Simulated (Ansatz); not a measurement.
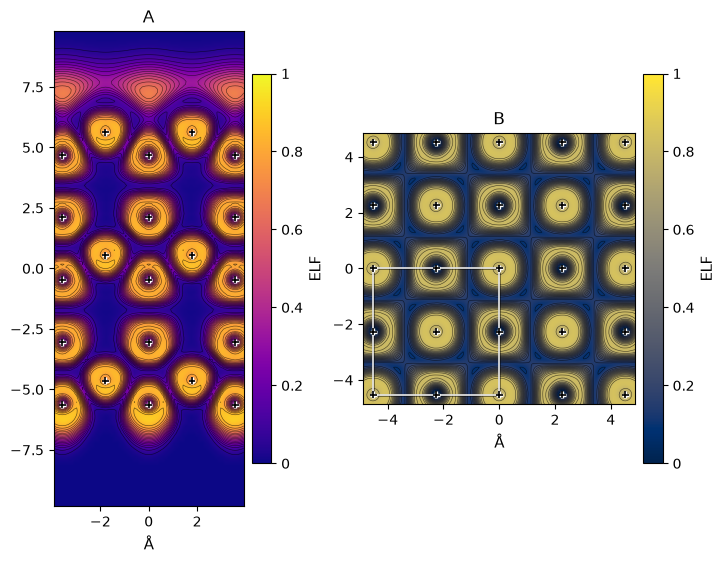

The electron localisation function of 2 systems, each on a plane through atoms (crosses mark nuclei in the plane).

The calculation used DFT r2SCAN, scalar-relativistic, plane waves, PAW in Ansatz.

System 1: HfO2 (slab), the (010) plane of the calculation cell, a cut from vacuum to vacuum. 

System 2: HfN, the (010) plane of the conventional cell. Space group Fm-3m; computed without spin polarisation.

```
Hf N
1.0
     4.52540    0.00000    0.00000
     0.00000    4.52540    0.00000
     0.00000    0.00000    4.52540
Hf N
4 4
Direct
  0.00000 0.50000 0.50000
  0.50000 0.00000 0.50000
  0.50000 0.50000 0.00000
  0.00000 0.00000 0.00000
  0.50000 0.50000 0.50000
  0.00000 0.00000 0.50000
  0.00000 0.50000 0.00000
  0.50000 0.00000 0.00000
```

Question: Which map belongs to which system?

Answer: Panel A is system 1, HfO2: the plane holds O and Hf. Hf–O (2.04 Å): the ELF peaks at about 0.85 in the valence shell of O, 0.6 Å from its nucleus, and drops to about 0.20 between the two atoms (no shared electron pair shows on this line). Panel B is system 2, HfN: the plane holds Hf and N. Hf–N (2.26 Å): the ELF peaks at about 0.80 in the valence shell of N, 0.7 Å from its nucleus, and is about 0.15 at the midpoint; no shared electron pair shows on this line.
